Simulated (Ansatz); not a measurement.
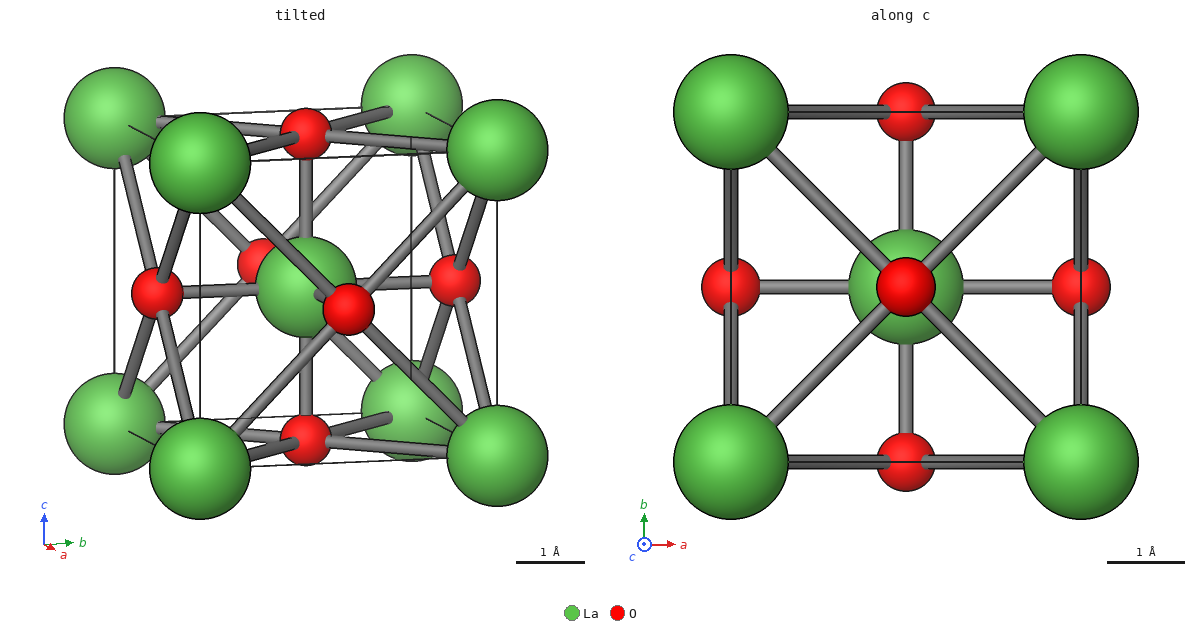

The crystal in a ball-and-stick representation, seen slightly off an axis and along the c axis. The lines enclose the conventional unit cell; boundary atoms appear with their images. Cell: a = 4.58 Å, b = 4.58 Å, c = 4.58 Å, α = 90.00°, β = 90.00°, γ = 90.00°.

Starting structure: a random cell made by a generator, so it need not be a real form of the compound. Earlier steps of the study may have refined or changed the cell and positions. It was run through Ansatz as a DFT input.

**Summary of the structure:**

Its composition is La$_{2}$O$_{3}$. The atoms follow space group Pm-3m (No. 221); the Bravais lattice is primitive cubic. In the cell are 2 La, 3 O, which makes 1 formula unit. The O atoms are each bonded to six La in a distorted octahedral arrangement at about 2.3 to 3.2 Å. La takes two kinds of site: 1a with twelve O in a cuboctahedral arrangement at about 3.2 Å; 1b with six O in an octahedral arrangement at about 2.3 Å. The bonds build a three-dimensional framework.

Setup: DFT PBE, scalar-relativistic, plane waves, PAW in Ansatz; a kinetic-energy cutoff of 420 eV, Brillouin-zone sampling on an 8×8×8 mesh, Gaussian smearing of 0.02 eV, no spin polarisation.

**How large a gap does the method give, if there is one?**

A semiconductor at this level, with a gap of 0.51 eV, indirect.

**What charge does Bader's analysis assign to each element?**

La +1.98 to +2.05 e; O -1.34 e.

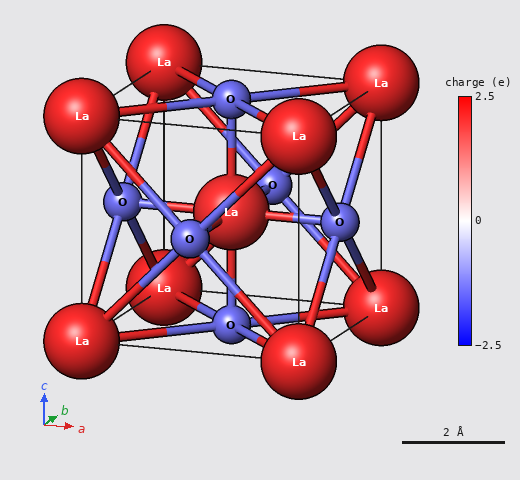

The atoms coloured by those charges. The run's cell of 5 atoms is drawn.

**Are forces and stress small enough to call this relaxed?**

Yes. All forces vanish to within 0.01 eV/Å. The pressure is 0.0 GPa, close to zero.
